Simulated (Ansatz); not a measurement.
System: Sr (cell with a defect).

Input

```
crystal:
  lattice:
    - [-4.7504508754, 9.5009017507, -4.7504508754]
    - [-9.5009017507, 4.7504508754, 4.7504508754]
    - [4.7504508754, 9.5009017507, 4.7504508754]
  atoms:
    - { symbol: Sr, position: [0.3333333333, 0.3333333333, 0.0] }
    - { symbol: Sr, position: [0.625, 0.0, 0.125] }
    - { symbol: Sr, position: [0.25, 0.0, 0.25] }
    - { symbol: Sr, position: [0.6666666667, 0.6666666667, 0.0] }
    - { symbol: Sr, position: [0.9583333333, 0.3333333333, 0.125] }
    - { symbol: Sr, position: [0.2916666667, 0.6666666667, 0.125] }
    - { symbol: Sr, position: [0.5833333333, 0.3333333333, 0.25] }
    - { symbol: Sr, position: [0.875, 0.0, 0.375] }
    - { symbol: Sr, position: [0.2083333333, 0.3333333333, 0.375] }
    - { symbol: Sr, position: [0.5, 0.0, 0.5] }
    - { symbol: Sr, position: [0.125, 0.0, 0.625] }
    - { symbol: Sr, position: [0.9166666667, 0.6666666667, 0.25] }
    - { symbol: Sr, position: [0.5416666667, 0.6666666667, 0.375] }
    - { symbol: Sr, position: [0.8333333333, 0.3333333333, 0.5] }
    - { symbol: Sr, position: [0.1666666667, 0.6666666667, 0.5] }
    - { symbol: Sr, position: [0.4583333333, 0.3333333333, 0.625] }
    - { symbol: Sr, position: [0.75, 0.0, 0.75] }
    - { symbol: Sr, position: [0.0833333333, 0.3333333333, 0.75] }
    - { symbol: Sr, position: [0.375, 0.0, 0.875] }
    - { symbol: Sr, position: [0.7916666667, 0.6666666667, 0.625] }
    - { symbol: Sr, position: [0.4166666667, 0.6666666667, 0.75] }
    - { symbol: Sr, position: [0.7083333333, 0.3333333333, 0.875] }
    - { symbol: Sr, position: [0.0416666667, 0.6666666667, 0.875] }
basis:
  ecutwfc: 420
kpoints:
  mp_grid: { grid: [4, 4, 2] }
hamiltonian:
  xc: pbe
scf:
  occupations: { method: gaussian, width: 0.1 }
output:
  forces: true
  stress: true
  eigenvalues: true
  write_density: true
  write_potential: true
  elf: true
  volumetric_format: npy
relax:
  adjacent_minimum: "off"
  f_tol: 0.02
  max_steps: 50
```

Launched as:

```sh
ansatz run input.yaml --threads 4 --pin off --max-ram 9216MiB --backend cpu --events-out ev --progress --plain --runs-dir out
```

The fields are those of the relaxed geometry.

All numbers below come from Ansatz, DFT PBE, scalar-relativistic, plane waves, PAW.

**What will maps of the valence pseudo-density and electron localisation function show?**

Sr–Sr (4.05 Å): ρ is about 0.04 e/Å³ halfway; the ELF is about 0.20 at the midpoint (no localised pair shows between them).
Sr–Sr (4.11 Å): ρ is about 0.04 e/Å³ halfway; the ELF is about 0.20 at the midpoint; no localised pair shows between them.
Sr–Sr (4.17 Å): ρ at the midpoint is about 0.04 e/Å³; the ELF is about 0.20 at the midpoint (no shared electron pair shows on this line).
Sr–Sr (4.17 Å): the density is about 0.04 e/Å³ at the midpoint; the ELF is about 0.20 at the midpoint (no localised pair shows between them).

**Metal or insulator at this level of theory?**

It is gapless in this calculation (a metal or semimetal).

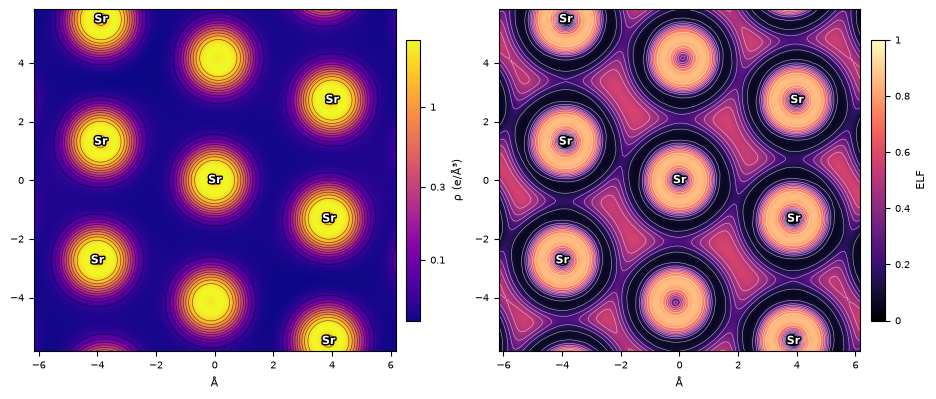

Computed valence pseudo-density and electron localisation function on the (010) plane of the calculation cell, in this order. Atoms just off the plane (Sr, 0.3 Å away) can leave unmarked features too.

The density is the valence pseudo-density of a PAW calculation; it isn't the true density close to the nuclei.
